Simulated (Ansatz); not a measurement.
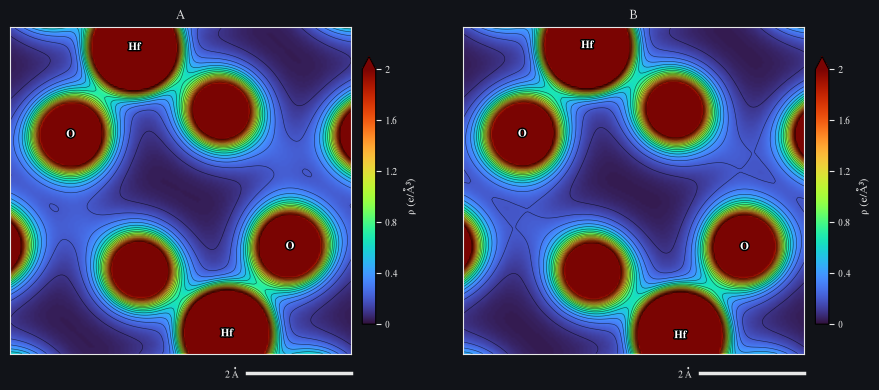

HfO₂. The valence electron density of two cells that differ in size, on the (111) plane of each (indices in the axes of the calculation cell), at one length scale and on one colour scale: B has 12.9 Å³ an atom and A 12.4.

All numbers below come from DFT PBE, scalar-relativistic, plane waves, PAW (Ansatz 0.2.0).

Core electrons are frozen (PAW), and the valence fields are smoothed inside the atomic spheres.

The larger cell:

```
CELL_PARAMETERS angstrom
4.88037 0.00000 0.00000
0.00000 4.88037 0.00000
0.00000 0.00000 3.23768
ATOMIC_POSITIONS crystal
Hf 0.00000 0.00000 0.00000
Hf 0.50000 0.50000 0.50000
O 0.19482 0.80518 0.50000
O 0.30518 0.30518 0.00000
O 0.69482 0.69482 0.00000
O 0.80518 0.19482 0.50000
```

The smaller cell: a = 4.814 Å, b = 4.814 Å, c = 3.205 Å, α = 90.00°, β = 90.00°, γ = 90.00°.

### What changes from the larger cell to the smaller?

From the larger cell to the smaller, Hf–O goes from 2.11 to 2.07 Å, and the density at its midpoint from 0.72 to 0.78 e/Å³; the pressure goes from 0.0 to 8 GPa; the Kohn–Sham gap goes from 3.9 eV to 4.0 eV.
